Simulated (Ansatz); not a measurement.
Single-point calculation of InP

InP (slab, 12 atoms in the cell), computed with DFT PBE, scalar-relativistic, plane waves, PAW, no spin polarisation (Ansatz 0.2.0).

The structure derives from an entry of the Crystallography Open Database. It belongs to a series of runs on one base structure; here: vacuum without dipole correction: 15. Figures and captions count atoms from 1; the log counts them from 0 in places.

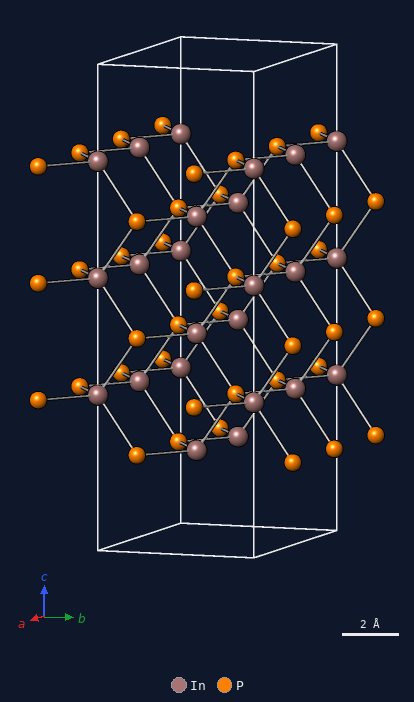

Fig. 1: The structure as given in the input (ball-and-stick view of the 2 × 1 repeat of the cell, with the vacuum cut short, seen slightly off an axis; bonded neighbours outside the cell are drawn too). An atom can appear more than once, as a periodic image. Near neighbours in the periodic cell (some may lie outside the picture): In has 3 P at 2.58 Å; P has 3 In at 2.58 Å; In has 4 P at 2.58 Å; P has 4 In at 2.58 Å.

The input
```yaml
crystal:
  lattice:
    - [4.2144047934, 0.0, 0.0]
    - [0.0, 5.9600684162, 0.0]
    - [0.0, 0.0, 25.5360119836]
  atoms:
    - { symbol: In, position: [0.5, 0.5, 0.2937028697] }
    - { symbol: P, position: [0.0, 0.25, 0.2937028697] }
    - { symbol: In, position: [0.0, 0.0, 0.3762217218] }
    - { symbol: P, position: [0.5, 0.75, 0.3762217218] }
    - { symbol: In, position: [0.5, 0.5, 0.4587405739] }
    - { symbol: P, position: [0.0, 0.25, 0.4587405739] }
    - { symbol: In, position: [0.0, 0.0, 0.5412594261] }
    - { symbol: P, position: [0.5, 0.75, 0.5412594261] }
    - { symbol: In, position: [0.5, 0.5, 0.6237782782] }
    - { symbol: P, position: [0.0, 0.25, 0.6237782782] }
    - { symbol: In, position: [0.0, 0.0, 0.7062971303] }
    - { symbol: P, position: [0.5, 0.75, 0.7062971303] }
basis:
  ecutwfc: 420
kpoints:
  mp_grid: { grid: [8, 6, 1] }
hamiltonian:
  xc: pbe
scf:
  occupations: { method: gaussian, width: 0.05 }
output:
  forces: true
  stress: true
  eigenvalues: true
```

Launch command:
```bash
ansatz run input.yaml --threads 1 --pin off --max-ram 2560MiB --backend cpu --events-out ev --progress --plain --runs-dir out
```

Output
```
Engine: ansatz 0.2.0, x86_64-unknown-linux-gnu
Pseudopotentials: kind: paw
Pseudopotential: In, paw, valence charge 13, recommended cutoff 420 eV (normal), In.paw.azcp
Pseudopotential: P, paw, valence charge 5, recommended cutoff 420 eV (normal), P.paw.azcp
Functional definition: PBE
  parameter kappa = 0.804
  parameter beta = 0.06672455060314922
  exchange = pbe_x(kappa = kappa, mu = beta*pi^2/3)
  correlation = pbe_c(beta = beta)
Crystal: 12 atoms, lattice volume = 641.417 Å³
Basis set: ecut = 420 eV, 12445 PW (Γ), exchange–correlation on 60×80×360 points (8 copies of the dense FFT grid, shifted against one another)
Bands: 66, of which v1, the nominal top of the filled ones, is band 54 counted from 1 (53 counted from 0)
Symmetry: 4 space group operations
Space group: Pmn21 (ITA 31), of the structure as read, at distance tolerance 8.6e-5 Å
k-points: 20 of 48 (time reversal used)
Non-local potential: In, projectors of the file, l = 0: 2, l = 1: 2, l = 2: 2, l = 3: 2
Non-local potential: P, projectors of the file, l = 0: 2, l = 1: 2, l = 2: 2
PAW form: soft (Blöchl's): semilocal exchange-correlation on the pseudo side does not see the compensation charge
PAW one-centre angular grid: In, 590 points (default); XC on 64 Gauss nodes
PAW one-centre angular grid: P, 110 points (default); XC on 64 Gauss nodes
Initial density: superposition of atomic densities (neutral atoms: chi_scale 0, normalization atom), corrected by the library's trained network
Initial wavefunctions: pseudopotential atomic-orbital guess
Functional: x = pbe(κ = 0.804, μ = 0.2195149727645171), c = pbe(β = 0.06672455060314922)
SCF iter   1: F=—  HF=-38121.053086 eV  |F-HF|=—  |Δ(HF+E_count)|=         —  Δρ=1.75e-3  dr2=6.46e-2  ethr=1.77e-3  ⟨swp⟩=8.8  Hψ=6022  notcnv=0  defer=35
preconditioner: auto → Resta (q_TF=auto, 2.027 Å⁻¹)  ε∞=2.4  [insulator: Δε(μ)=0.425 eV  Ē_g=12.765 eV  σ=0.050 eV  W_gap=1.00  n_scr=96 (ndim 8)  ℏωp=15.2 eV  f_vac=0.463  D(μ)=0.00/eV (n_scr^D=0)  ε∞_Penn≈2.4  vacuum switching on, ρ_ref=1.2e-2 e/Å³]
SCF iter   2: F=—  HF=-38121.049442 eV  |F-HF|=—  |Δ(HF+E_count)|=   3.64e-3  Δρ=1.02e-3  dr2=4.48e-2  ethr=5.98e-5  ⟨swp⟩=3.0  Hψ=2788  notcnv=0  defer=112
SCF iter   3: F=—  HF=-38121.045355 eV  |F-HF|=—  |Δ(HF+E_count)|=   4.09e-3  Δρ=5.59e-4  dr2=4.94e-3  ethr=4.15e-5  ⟨swp⟩=2.3  Hψ=1536  notcnv=0  defer=52
automatic band count: iteration 3 solves 63 bands in place of 66: the levels show a gap, and the empty bands left out lie too high to hold charge; the band table lists the bands solved (type scf.n_extra_bands for more)
SCF iter   4: F=—  HF=-38121.045778 eV  |F-HF|=—  |Δ(HF+E_count)|=   4.23e-4  Δρ=2.49e-4  dr2=7.53e-4  ethr=4.58e-6  ⟨swp⟩=2.0  Hψ=1428  notcnv=0  defer=52
SCF iter   5: F=—  HF=-38121.046028 eV  |F-HF|=—  |Δ(HF+E_count)|=   2.50e-4  Δρ=8.00e-5  dr2=8.49e-5  ethr=6.97e-7  ⟨swp⟩=2.0  Hψ=1601  notcnv=0  defer=52
SCF iter   6: F=—  HF=-38121.045964 eV  |F-HF|=—  |Δ(HF+E_count)|=   6.35e-5  Δρ=2.59e-5  dr2=6.16e-6  ethr=7.86e-8  ⟨swp⟩=2.2  Hψ=2021  notcnv=0  defer=52
SCF iter   7: F=—  HF=-38121.045971 eV  |F-HF|=—  |Δ(HF+E_count)|=   6.65e-6  Δρ=8.36e-6  dr2=8.78e-7  ethr=5.70e-9  ⟨swp⟩=2.4  Hψ=2299  notcnv=0  defer=52
SCF iter   8: F=-38121.045971 eV  HF=-38121.045971 eV  |F-HF|=2.12e-8  |Δ(HF+E_count)|=   6.24e-7  Δρ=2.65e-6  dr2=9.43e-8  ethr=9.26e-11  ⟨swp⟩=11.6  Hψ=7153  notcnv=0
SCF 1 converged in 8 iterations: F = -38121.045971 eV  dr2 = 9.43e-8
  greatest PAW one-centre occupation: 0.982 electrons in one spin orbital (limit 2), on the In atom at site 10 (counted from 0), in its partial waves of l = 2
```

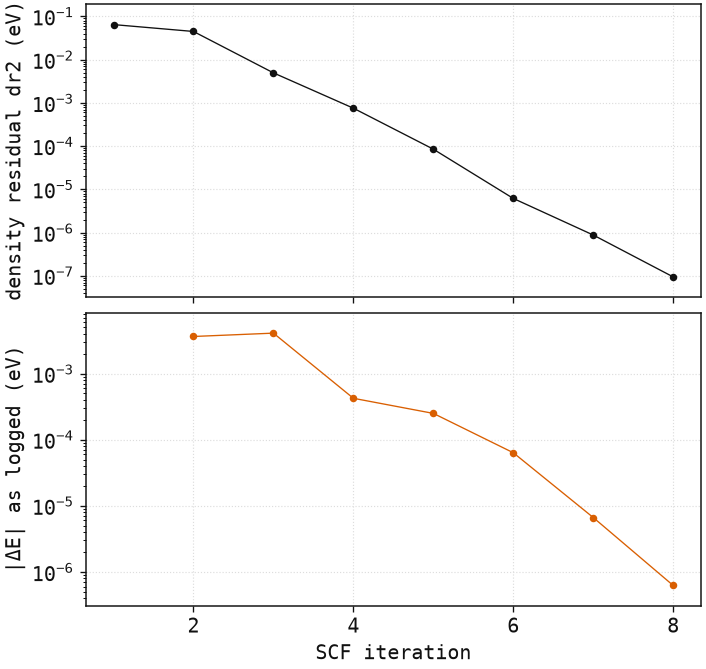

Fig. 2: Convergence of the self-consistent field: density residual dr2 and size of the energy change against the SCF iteration. The residual falls at every step.

```
SCF converged after 8 iterations
Free energy (F): -38121.045971 eV
Harris-Foulkes:  -38121.045971 eV  (|F-HF|=2.12e-8)
Internal energy: -38121.045971 eV  (E = F + TS)
E sigma→0 (E₀):  -38121.045971 eV
Fermi energy:    0.973580 eV
--- Per-component energies (eV) ---
  E_band       = -970.497142
  E_kinetic    = 1865.805380
  E_local      = -54978.961264  (includes V_loc(G=0)·N_el)
  E_nonlocal   = 2407.007903
  E_hartree    = 26276.749446
  E_xc         = -1652.806400
  E_vxc        = -949.610616  (∫ρ·V_xc dr)
  E_paw        = -28347.457978  (= ΣΔE_a)
  E_vpaw       = -1868.240423  (= ΣTr[D̂ρ^β])
  E_aug_tail   = 0.000171  (compensation charges beyond the density's cutoff)
  E_ewald      = 16308.616770
  E_smearing   = -0.000000  (= −TS)
  E_closure    = 0.000000  (closes the sum)
  Σ components = -38121.045971   (vs F -38121.045971, Δ=0.00e0)
--- Forces (eV/Å), atoms counted from 1 ---
  atom   1  In    -0.00000000    -1.02770803     1.08579837
  atom   2  P      0.00000000     0.30920286    -1.03682002
  atom   3  In     0.00000000     0.26284355     0.06527601
  atom   4  P      0.00000000     0.52002629    -0.34742149
  atom   5  In     0.00000000    -0.14502267     0.11110902
  atom   6  P      0.00000000     0.08068403     0.16606495
  atom   7  In     0.00000000    -0.14502267    -0.11110902
  atom   8  P      0.00000000     0.08068403    -0.16606495
  atom   9  In     0.00000000     0.26284355    -0.06527601
  atom  10  P      0.00000000     0.52002629     0.34742149
  atom  11  In    -0.00000000    -1.02770803    -1.08579837
  atom  12  P      0.00000000     0.30920286     1.03682002
  max |Σ_I F_I| component: 5.20e-5 eV/Å
--- Stress (GPa, compression-positive) ---
       -0.604897      -0.000000       0.000000
       -0.000000      -0.596470      -0.000000
        0.000000      -0.000000       0.170599
  P = ⅓ Tr σ = -0.3436 GPa (-3.436 kbar)
--- Band table (eV; the first three rows and the last of 20) ---
  k-point 0: bands = ["-13.5888", "-13.5857", "-13.5626", "-13.5625", "-13.5231", "-13.4967", "-13.4967", "-13.4734", "-13.4478", "-13.4198", "-13.4153", "-13.3943", "-13.3823", "-13.3703", "-13.3682", "-13.3526", "-13.3359", "-13.3351", "-13.3156", "-13.2939", "-13.2920", "-13.2893", "-13.2872", "-13.2777", "-13.2577", "-13.2572", "-13.1928", "-13.1913", "-13.1894", "-13.1880", "-10.3002", "-9.8119", "-9.1151", "-8.4762", "-8.1839", "-8.1446", "-4.7471", "-4.4859", "-3.9876", "-3.0048", "-2.0834", "-2.0768", "-1.5846", "-1.3993", "-1.2931", "-0.9055", "-0.8882", "-0.3229", "-0.2328", "0.2318", "0.3144", "0.5903", "0.6947", "0.7120", "1.1802", "1.8179", "2.8762", "2.9035", "3.2747", "3.4230", "3.5870", "3.9954", "4.1059"]
  k-point 1: bands = ["-13.5863", "-13.5841", "-13.5633", "-13.5633", "-13.5186", "-13.4967", "-13.4967", "-13.4742", "-13.4470", "-13.4199", "-13.4131", "-13.3914", "-13.3890", "-13.3704", "-13.3685", "-13.3557", "-13.3385", "-13.3378", "-13.3158", "-13.2967", "-13.2937", "-13.2877", "-13.2866", "-13.2816", "-13.2575", "-13.2550", "-13.1922", "-13.1910", "-13.1890", "-13.1877", "-10.2058", "-9.7322", "-9.0735", "-8.5706", "-8.3356", "-8.2758", "-4.4898", "-4.4067", "-4.1119", "-3.3115", "-2.0809", "-1.8193", "-1.7254", "-1.1978", "-1.1585", "-0.8130", "-0.7027", "-0.5405", "-0.2883", "0.1964", "0.4255", "0.4789", "0.5242", "0.7628", "1.5481", "1.7027", "2.7215", "2.9510", "3.1374", "3.3216", "3.5929", "3.7530", "4.1068"]
  k-point 2: bands = ["-13.5810", "-13.5803", "-13.5653", "-13.5653", "-13.5055", "-13.4967", "-13.4967", "-13.4777", "-13.4441", "-13.4249", "-13.4085", "-13.4006", "-13.3839", "-13.3707", "-13.3691", "-13.3632", "-13.3434", "-13.3428", "-13.3160", "-13.3057", "-13.2920", "-13.2874", "-13.2872", "-13.2872", "-13.2560", "-13.2521", "-13.1909", "-13.1905", "-13.1881", "-13.1872", "-9.9328", "-9.5104", "-9.0062", "-8.9854", "-8.5503", "-8.4835", "-4.4126", "-4.2761", "-3.7035", "-3.6569", "-2.7302", "-1.7871", "-1.2257", "-1.0461", "-0.9226", "-0.6035", "-0.4913", "-0.2183", "-0.1844", "-0.0218", "0.2132", "0.2204", "0.5809", "0.5856", "1.6083", "1.6435", "2.6983", "2.7807", "3.2231", "3.3243", "3.4837", "3.6517", "4.2625"]
  k-point 19: bands = ["-13.5767", "-13.5767", "-13.5654", "-13.5654", "-13.5259", "-13.5259", "-13.5112", "-13.5112", "-13.4389", "-13.4389", "-13.3960", "-13.3960", "-13.3686", "-13.3686", "-13.3579", "-13.3579", "-13.3195", "-13.3195", "-13.3104", "-13.3104", "-13.2874", "-13.2874", "-13.2734", "-13.2734", "-13.2638", "-13.2638", "-13.2083", "-13.2083", "-13.1678", "-13.1678", "-8.8011", "-8.8011", "-8.4846", "-8.4846", "-7.8583", "-7.8583", "-4.6812", "-4.6812", "-4.5608", "-4.5608", "-4.3317", "-4.3317", "-1.9313", "-1.9313", "-1.7474", "-1.7474", "-1.1182", "-1.1182", "-0.8668", "-0.8668", "-0.3323", "-0.3323", "0.4522", "0.4522", "1.4804", "1.4804", "3.2225", "3.2225", "4.2553", "4.2553", "4.9636", "4.9636", "5.0731"]
```

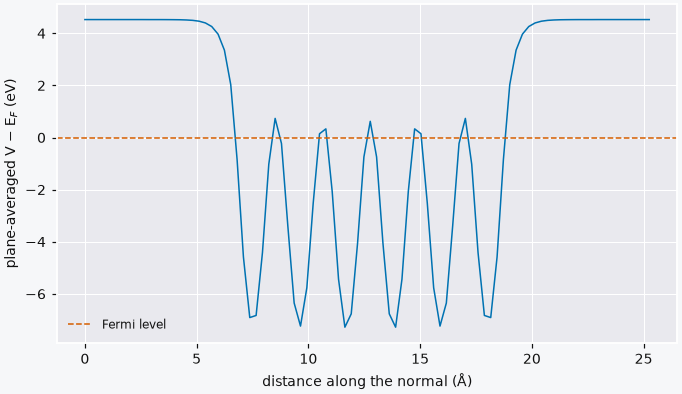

Fig. 3: Plane average of the electrostatic potential energy of an electron across the cell, from the Fermi level.

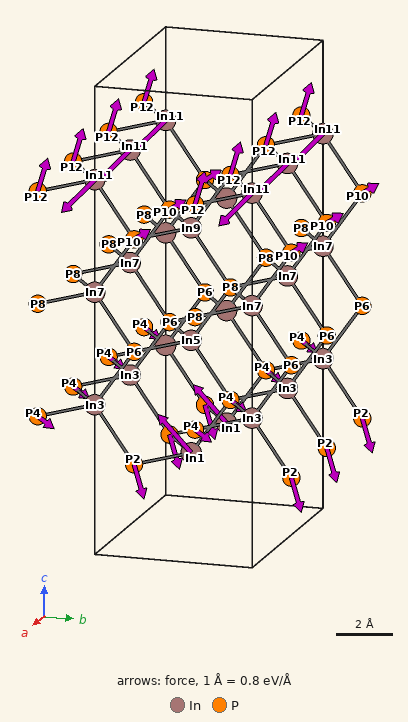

Fig. 4: Forces on the atoms as pink arrows (ball-and-stick view of the 2 × 1 repeat of the cell, with the vacuum cut short, seen slightly off an axis; bonded neighbours outside the cell are drawn too; atoms are numbered from 1 in the order of the input). The largest act on In1, In11 (1.50 eV/Å); P2, P12 (1.08 eV/Å); P4, P10 (0.63 eV/Å). The geometry is not a stationary point of this energy.

Key numbers

```json
{"quantity": "outcome", "value": "converged"}
{"quantity": "electrons treated", "value": "108"}
{"quantity": "free energy", "value": "−38121.0460 eV"}
{"quantity": "Fermi energy", "value": "0.974 eV"}
{"quantity": "gap on the k-point mesh", "value": "0.42 eV"}
{"quantity": "largest force (length of the vector)", "value": "1.495 eV/Å"}
{"quantity": "hardware", "value": "1 thread of Intel Xeon @ 2.70GHz, 189 GiB of memory available, shared host"}
{"quantity": "wall time", "value": "99 s"}
{"quantity": "peak memory", "value": "1 GiB"}
```
